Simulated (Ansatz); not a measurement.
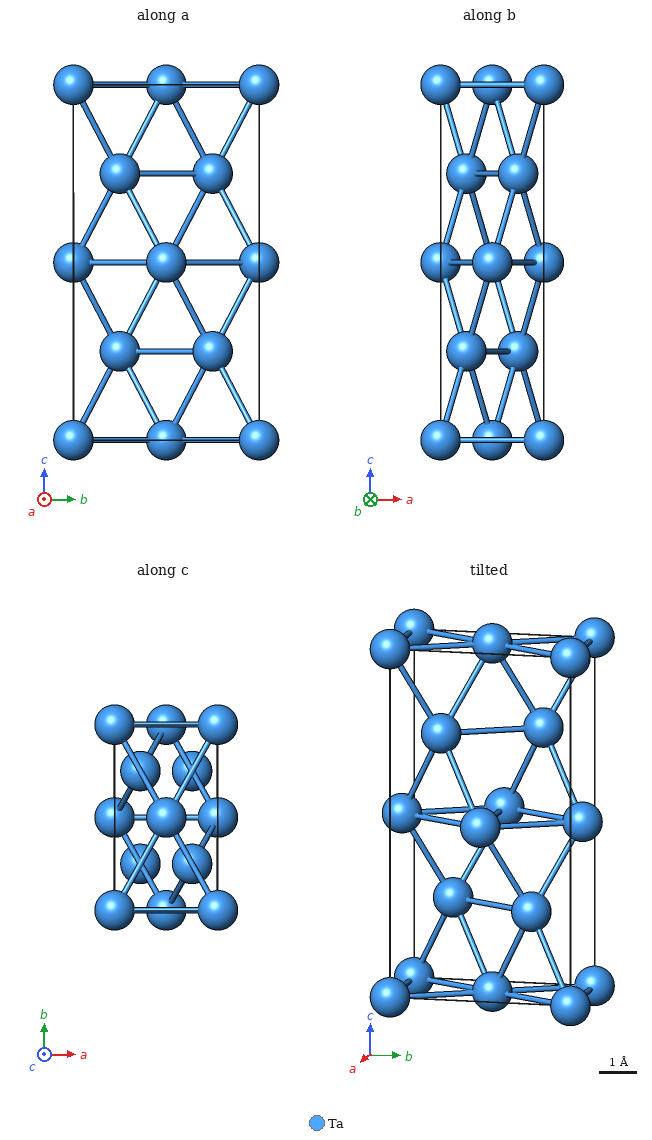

This ball-and-stick model is shown along the a axis, along the b axis, along the c axis and slightly off an axis. One conventional unit cell is framed, with atoms on its boundary repeated.

Lattice parameters: a = 2.870 Å, b = 5.155 Å, c = 9.872 Å, α = 90.00°, β = 90.00°, γ = 90.00°.

Q: Put the structure into a table of Wyckoff sites.

A: Space group Fddd:1 (No. 70).
```tsv
atom	site	x	y	z
Ta	8a	0.0000	0.5000	0.5000
```

Provenance: a structure type filled with this element by a generator (whether the element takes this form wasn't checked). Earlier steps of the study may have refined or changed the cell and positions. An electronic-structure calculation with Ansatz was run on it.

At this level of theory the cell isn't at rest (compressed, at 8 GPa), so its distances can differ from those at equilibrium, the more so the softer the solid.
